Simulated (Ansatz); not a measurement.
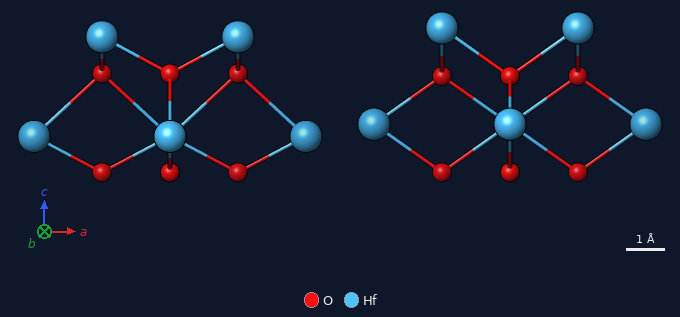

Two geometries of a slab of composition HfO₂ (cut from the Fm-3m phase), drawn at one scale. One is the start of a relaxation, the other its converged end. A ball-and-stick model of the atoms within 4.2 Å of the atom that moves most (axes of the 2 × 2 repeat of the cell, outlined in the plane, without the vacuum), seen along the b axis.

All numbers below come from DFT PBE, scalar-relativistic, plane waves, PAW (Ansatz). Set-up: plane-wave cutoff 420 eV; k-point mesh 7 × 7 × 1; occupations gaussian; smearing width 0.05 eV; no spin polarisation; dipole correction; atoms relaxed in a fixed cell; force threshold 0.02 eV/Å; at most 60 steps.

Which of the two is the end point?

The left one is the relaxed one. The slab is the (1 0 0) face of HfO2. Over 6 geometry steps the energy falls by 2.093 eV per cell of the calculation. The largest force component goes from 2.7 to 0.014 eV/Å. The atom that moves furthest relative to the layer's centre is a Hf atom (0.32 Å along the normal (−c)). Largest moves by element: Hf 0.32 Å, O 0.22 Å. The cell doesn't change. Among the contacts that change: Hf–O 2.207 → 2.454 Å, Hf–O 2.207 → 2.039 Å. Among the angles between lasting bonds that change: Hf–O–Hf 109.5° → 94.5°, Hf–O–Hf 109.5° → 124.2°, Hf–O–Hf 109.5° → 123.3°.
